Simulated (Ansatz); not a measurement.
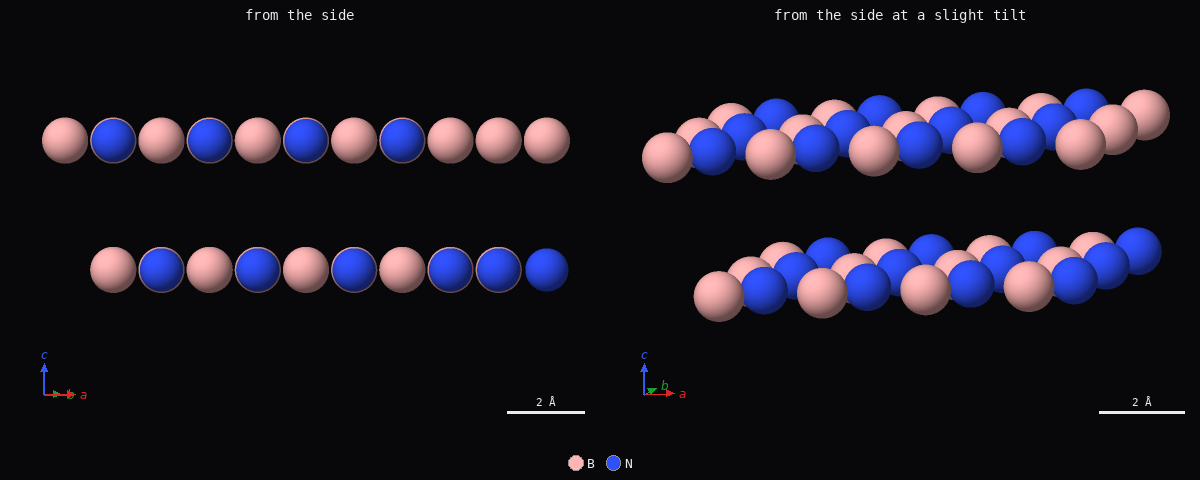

A spheres-only picture of a periodic sheet, seen from the side and from the side at a slight tilt. The surface normal points up in side views; the vacuum is left out. 4×3 cells are drawn in the plane, with atoms at the edges repeated.

The cell holds 2 B, 2 N.

### Which species face the vacuum on either side?

The top face ends in B and N, the bottom face in B and N. The two faces are alike.

### How far does the slab extend along the normal?

About 3.4 Å from the lowest to the highest atom.

### How many atomic planes are there, and what do they hold from the top down?

Two planes: BN / BN.

Origin of the cell: a structure listed in the Materials Project, from which a slab or single sheet was cut. The atoms were relaxed in a fixed cell with Ansatz 0.2.0, DFT PBE+D3(BJ), scalar-relativistic, plane waves, PAW.
